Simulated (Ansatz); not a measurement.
# Run report: Ir3O, geometry relaxation (part 2 of 2)

Continued. System: Ir3O (P6/mmm, 4 atoms in the cell). Method: DFT PBE, scalar-relativistic, plane waves, PAW, no spin polarisation (Ansatz 0.2.0); cutoff 420 eV, 12×12×12 k-mesh, Gaussian smearing of 0.1 eV. The structure was made by a generator, so it may or may not be a known phase.

Geometry of the input (Å; fractional positions):
```
4.3723  0.0000  0.0000
-2.1861  3.7865  0.0000
0.0000  0.0000  3.7364
Ir 0.0000  0.0000  0.5000
Ir 0.3333  0.6667  0.0000
Ir 0.6667  0.3333  0.0000
O  0.0000  0.0000  0.0000
```

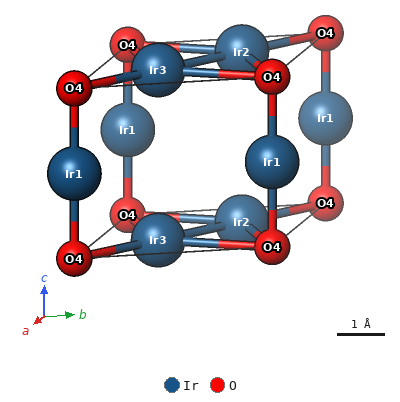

Figure 1. The geometry at step 2 of the log (ball-and-stick view of the cell of the calculation, seen slightly off an axis; atoms are numbered from 1 in the order of the input).

### What the program printed, continued
```
SCF iter   1: F=—  HF=-36365.764414 eV  |F-HF|=—  |Δ(HF+E_count)|=         —  Δρ=1.69e-4  dr2=3.22e-5  ethr=5.73e-8  ⟨swp⟩=2.0  Hψ=18833  notcnv=0
preconditioner: auto → Kerker (q_TF=auto, 2.691 Å⁻¹)  [metal: Δε(μ)=0.004 eV  Ē_g=7.365 eV  σ=0.100 eV  W_gap=0.02  n_scr=20 (ndim 8)  ℏωp=27.1 eV  f_vac=0.000  D(μ)=7.61/eV (n_scr^D=118)]
SCF iter   2: F=—  HF=-36365.763904 eV  |F-HF|=—  |Δ(HF+E_count)|=   5.10e-4  Δρ=9.20e-5  dr2=1.05e-5  ethr=5.64e-8  ⟨swp⟩=2.0  Hψ=6303  notcnv=0
SCF iter   3: F=—  HF=-36365.763903 eV  |F-HF|=—  |Δ(HF+E_count)|=   8.34e-7  Δρ=1.50e-5  dr2=9.03e-8  ethr=1.84e-8  ⟨swp⟩=1.4  Hψ=4714  notcnv=0
iter 4 did not close the SCF: its close was put off for the readings that it lacked (scf_convergence_deferred on its scf_iter line)
SCF iter   4: F=-36365.763903 eV  HF=-36365.763903 eV  |F-HF|=2.28e-8  |Δ(HF+E_count)|=   2.39e-8  Δρ=5.39e-6  dr2=2.94e-8  ethr=1.58e-10  ⟨swp⟩=2.0  Hψ=6862  notcnv=0
iter 5 did not close the SCF: its close was put off for the readings that it lacked (scf_convergence_deferred on its scf_iter line)
SCF iter   5: F=-36365.763903 eV  HF=-36365.763903 eV  |F-HF|=5.38e-9  |Δ(HF+E_count)|=   2.60e-9  Δρ=2.79e-6  dr2=6.82e-9  ethr=5.16e-11  ⟨swp⟩=1.0  Hψ=4655  notcnv=0
SCF iter   6: F=-36365.763903 eV  HF=-36365.763903 eV  |F-HF|=3.71e-10  |Δ(HF+E_count)|=  6.84e-10  Δρ=1.01e-6  dr2=5.00e-10  ethr=1.20e-11  ⟨swp⟩=5.5  Hψ=23704  notcnv=0
SCF 4 converged in 6 iterations: F = -36365.763903 eV  dr2 = 5.00e-10
relax step   4: F+E_penalty+E_count = -36365.76390275 eV  Δ(F+E_penalty+E_count) = +9.640e-6 eV  max|allowed force component| = 1.041e-17 eV/Å  Δτ_max = 0.0000 Å  P = -0.002 GPa  Ω = 61.973 Å³  energy of the carried Pulay correction = -1.720e-4 eV  (6 SCF iters, dr2 threshold 7.99e-8 eV, accepted)
Initial wavefunctions: pseudopotential atomic-orbital guess (no wavefunctions were taken with the density)
iter 1 solved again at ethr=1.98e-7 eV; its pass at ethr=3.10e-3 eV (dr2=1.13e-4 eV) is discarded
SCF iter   1: F=—  HF=-36365.764565 eV  |F-HF|=—  |Δ(HF+E_count)|=         —  Δρ=1.01e-4  dr2=3.67e-7  ethr=1.98e-7  ⟨swp⟩=3.0  Hψ=27322  notcnv=0
SCF iter   2: F=—  HF=-36365.764074 eV  |F-HF|=—  |Δ(HF+E_count)|=   4.91e-4  Δρ=5.00e-5  dr2=6.50e-8  ethr=6.43e-10  ⟨swp⟩=3.0  Hψ=9012  notcnv=0
SCF iter   3: F=—  HF=-36365.764079 eV  |F-HF|=—  |Δ(HF+E_count)|=   4.96e-6  Δρ=2.39e-5  dr2=1.78e-8  ethr=1.14e-10  ⟨swp⟩=1.0  Hψ=4655  notcnv=0
SCF iter   4: F=—  HF=-36365.764080 eV  |F-HF|=—  |Δ(HF+E_count)|=   1.44e-6  Δρ=8.97e-7  dr2=3.70e-10  ethr=3.13e-11  ⟨swp⟩=1.0  Hψ=4655  notcnv=0
SCF iter   5: F=—  HF=-36365.764080 eV  |F-HF|=—  |Δ(HF+E_count)|=  5.09e-11  Δρ=3.85e-7  dr2=6.76e-11  ethr=1.00e-12  ⟨swp⟩=1.4  Hψ=4776  notcnv=0
SCF iter   6: F=-36365.764080 eV  HF=-36365.764080 eV  |F-HF|=1.46e-11  |Δ(HF+E_count)|=    0.00e0  Δρ=1.45e-7  dr2=7.42e-12  ethr=1.00e-12  ⟨swp⟩=5.3  Hψ=19186  notcnv=0
SCF 5 converged in 6 iterations: F = -36365.764080 eV  dr2 = 7.42e-12
relax step   5: F+E_penalty+E_count = -36365.76408034 eV  Δ(F+E_penalty+E_count) = -1.776e-4 eV  max|allowed force component| = 1.041e-17 eV/Å  Δτ_max = 0.0000 Å  P = +0.002 GPa  Ω = 61.973 Å³  stress off target by 3.64e-3 GPa  SCF on the basis re-selected at this cell (its energy is not comparable with the rows above)  (6 SCF iters)
basis re-selected at this cell: Δ(F+E_penalty+E_count) = -1.776e-4 eV, ΔP = +0.004 GPa vs the last step (what re-selecting the basis moved, of the pressure what is left beyond the Pulay correction that the steps carried, after the strain that the cell walked since its last selection, with what the two solves' SCF thresholds leave and, on support functions, any second-order correction that the steps lacked; it is no measure of the basis error at this ecutwfc). This SCF's stress stands 3.64e-3 GPa from its target on what of the cell is left free (relax.cell.stress_tol is 5.00e-2 GPa) and its largest allowed force component is 1.04e-17 eV/Å (relax.f_tol is 1.00e-2 eV/Å): within both
SCF converged after 6 iterations
Free energy (F): -36365.764080 eV
Harris-Foulkes:  -36365.764080 eV  (|F-HF|=1.46e-11)
Internal energy: -36365.726012 eV  (E = F + TS)
E sigma→0 (E₀):  -36365.745046 eV
Entropy (-TS):   -0.038068 eV (-9.517 meV/atom)
Fermi energy:    17.578298 eV
--- Per-component energies (eV) ---
  E_band       = -590.752393
  E_kinetic    = 2039.357486
  E_local      = -4847.373828  (includes V_loc(G=0)·N_el)
  E_nonlocal   = 272.307455
  E_hartree    = 1831.437275
  E_xc         = -870.456788
  E_vxc        = -984.638535  (∫ρ·V_xc dr)
  E_paw        = -27829.657465  (= ΣΔE_a)
  E_vpaw       = -733.282060  (= ΣTr[D̂ρ^β])
  E_aug_tail   = 0.002568  (compensation charges beyond the density's cutoff)
  E_ewald      = -6961.342716
  E_smearing   = -0.038068  (= −TS)
  E_closure    = 0.000000  (closes the sum)
  Σ components = -36365.764080   (vs F -36365.764080, Δ=0.00e0)
--- Forces (eV/Å), atoms counted from 1 ---
  atom   1  Ir    -0.00000000     0.00000000     0.00000000
  atom   2  Ir     0.00000000     0.00000000     0.00000000
  atom   3  Ir    -0.00000000     0.00000000    -0.00000000
  atom   4  O      0.00000000    -0.00000000     0.00000000
  max |Σ_I F_I| component: 1.05e-30 eV/Å
--- Stress (GPa, compression-positive) ---
        0.003639      -0.000000      -0.000000
       -0.000000       0.003639      -0.000000
       -0.000000      -0.000000      -0.002104
  P = ⅓ Tr σ = 0.0017 GPa (0.017 kbar)
--- Band table (eV; the first three rows and the last of 133) ---
  k-point 0: bands = ["-74.8164", "-74.5899", "-74.5042", "-32.5232", "-31.8662", "-31.8662", "-31.3760", "-31.3760", "-31.2740", "-31.2740", "-31.1941", "-31.0666", "-4.4155", "10.0835", "10.0835", "10.6699", "11.3010", "13.7038", "14.2928", "14.2928", "14.3259", "14.3259", "14.6574", "14.6574", "15.5891", "15.5891", "16.3085", "17.5304", "17.5304", "17.9622", "17.9622", "18.5095", "23.2957", "24.6392", "25.3516"]
  k-point 1: bands = ["-74.8164", "-74.5899", "-74.5042", "-32.5249", "-31.8661", "-31.8661", "-31.3744", "-31.3744", "-31.2754", "-31.2754", "-31.1949", "-31.0671", "-4.3463", "9.9850", "9.9850", "10.7213", "10.9305", "13.7220", "14.1975", "14.1975", "14.4518", "14.4518", "14.6264", "14.6264", "15.7782", "15.7782", "16.3849", "17.5349", "17.5349", "17.9466", "17.9466", "18.6462", "22.8160", "25.3321", "25.3321"]
  k-point 2: bands = ["-74.8164", "-74.5899", "-74.5042", "-32.5294", "-31.8660", "-31.8660", "-31.3697", "-31.3697", "-31.2797", "-31.2797", "-31.1969", "-31.0684", "-4.1501", "9.7439", "9.7439", "9.9226", "11.0140", "13.7528", "13.9122", "13.9122", "14.6068", "14.6068", "14.8612", "14.8612", "16.1659", "16.1659", "16.6029", "17.5303", "17.5303", "17.9246", "17.9246", "18.6543", "22.5471", "25.2748", "25.2748"]
  k-point 132: bands = ["-74.8164", "-74.5471", "-74.5471", "-32.5561", "-31.9223", "-31.5892", "-31.5892", "-31.3503", "-31.3503", "-31.2390", "-31.1305", "-31.1305", "-3.0956", "6.7976", "9.1034", "9.1034", "12.7207", "12.8188", "13.4754", "13.4754", "14.4624", "14.4624", "15.5744", "15.5744", "16.7267", "16.7267", "17.5567", "18.4700", "18.4700", "18.5240", "18.9719", "20.8932", "20.8932", "21.3832", "21.3832"]
--- Relaxed structure (4 steps of the walk, 4 accepted, 1 SCFs on fresh bases) ---
  F+E_penalty+E_count = -36365.76408034 eV   max|allowed force component| = 1.041e-17 eV/Å   (the final SCF, on the basis selected at the relaxed cell)
  cell:  # Å, volume = 61.9734 Å³
    - [4.380184591385792, -1.6057705281713375e-33, -5.535916075021627e-33]
    - [-2.190092295692896, 3.7933511294052566, 1.90745271240026e-33]
    - [-4.7914213378795885e-33, -8.491126421558765e-34, 3.7298390236672665]
  atoms:
    - { symbol: Ir, position: [2.9892008582145466e-36, 9.304979963856101e-36, 0.5] }
    - { symbol: Ir, position: [0.33333333333333326, 0.6666666666666666, -8.059777597380735e-36] }
    - { symbol: Ir, position: [0.6666666666666666, 0.33333333333333326, 1.8786703254599348e-35] }
    - { symbol: O, position: [5.6639455001492354e-36, 4.304795001072195e-37, -3.9772248646948206e-36] }
```

### Trajectory as extended XYZ (Å, eV, eV/Å), 5 frames, from step=1 to step=5
```
4
Lattice="4.3723 0.0000 0.0000 -2.1861 3.7865 0.0000 0.0000 0.0000 3.7364" Properties=species:S:1:pos:R:3:forces:R:3 step=1 energy=-36365.76355 pressure_GPa=0.29
Ir    0.0000    0.0000    1.8682    0.0000   0.0000   0.0000
Ir    0.0000    2.5243    0.0000    0.0000   0.0000   0.0000
Ir    2.1861    1.2622    0.0000    0.0000   0.0000   0.0000
O     0.0000    0.0000    0.0000    0.0000   0.0000   0.0000
4
Lattice="4.3819 0.0000 0.0000 -2.1909 3.7948 0.0000 0.0000 0.0000 3.7344" Properties=species:S:1:pos:R:3:forces:R:3 step=2 energy=-36365.76352 pressure_GPa=-0.44
Ir    0.0000    0.0000    1.8672    0.0000   0.0000   0.0000
Ir    0.0000    2.5299    0.0000    0.0000   0.0000   0.0000
Ir    2.1909    1.2649    0.0000    0.0000   0.0000   0.0000
O     0.0000    0.0000    0.0000    0.0000   0.0000   0.0000
4
Lattice="4.3805 0.0000 0.0000 -2.1903 3.7936 0.0000 0.0000 0.0000 3.7282" Properties=species:S:1:pos:R:3:forces:R:3 step=3 energy=-36365.76391 pressure_GPa=0.07
Ir    0.0000    0.0000    1.8641    0.0000   0.0000   0.0000
Ir    0.0000    2.5291    0.0000    0.0000   0.0000   0.0000
Ir    2.1903    1.2645    0.0000    0.0000   0.0000   0.0000
O     0.0000    0.0000    0.0000    0.0000   0.0000   0.0000
4
Lattice="4.3802 0.0000 0.0000 -2.1901 3.7934 0.0000 0.0000 0.0000 3.7298" Properties=species:S:1:pos:R:3:forces:R:3 step=4 energy=-36365.76390 pressure_GPa=-0.00
Ir    0.0000    0.0000    1.8649    0.0000   0.0000   0.0000
Ir    0.0000    2.5289    0.0000    0.0000   0.0000   0.0000
Ir    2.1901    1.2645    0.0000    0.0000   0.0000   0.0000
O     0.0000    0.0000    0.0000    0.0000   0.0000   0.0000
4
Lattice="4.3802 0.0000 0.0000 -2.1901 3.7934 0.0000 0.0000 0.0000 3.7298" Properties=species:S:1:pos:R:3:forces:R:3 step=5 energy=-36365.76408 pressure_GPa=0.00
Ir    0.0000    0.0000    1.8649    0.0000   0.0000   0.0000
Ir    0.0000    2.5289    0.0000    0.0000   0.0000   0.0000
Ir    2.1901    1.2645    0.0000    0.0000   0.0000   0.0000
O     0.0000    0.0000    0.0000    0.0000   0.0000   0.0000
```

### Key numbers

```json
{"quantity": "outcome", "value": "converged"}
{"quantity": "space group (tolerance 0.01 Å)", "value": "P6/mmm (191)"}
{"quantity": "electrons treated", "value": "57"}
{"quantity": "free energy", "value": "−36365.7641 eV"}
{"quantity": "Fermi energy", "value": "17.578 eV"}
{"quantity": "gap on the k-point mesh", "value": "none (metallic)"}
{"quantity": "pressure", "value": "0.00 GPa"}
{"quantity": "final volume", "value": "61.97 Å³"}
{"quantity": "largest force (length of the vector) at the end", "value": "under 0.001 eV/Å"}
{"quantity": "final cell", "value": "a = 4.380 Å, b = 4.380 Å, c = 3.730 Å, α = 90.00°, β = 90.00°, γ = 120.00°"}
{"quantity": "hardware", "value": "1 thread of Arm Neoverse V1, 24 GiB of memory available, shared host"}
{"quantity": "wall time", "value": "77 s"}
{"quantity": "peak memory", "value": "0.48 GiB"}
```

### Notes

Spin–orbit coupling is left out, which matters for Ir. The cell holds an odd number of electrons but the run has no spin polarisation, so it comes out as a metal.
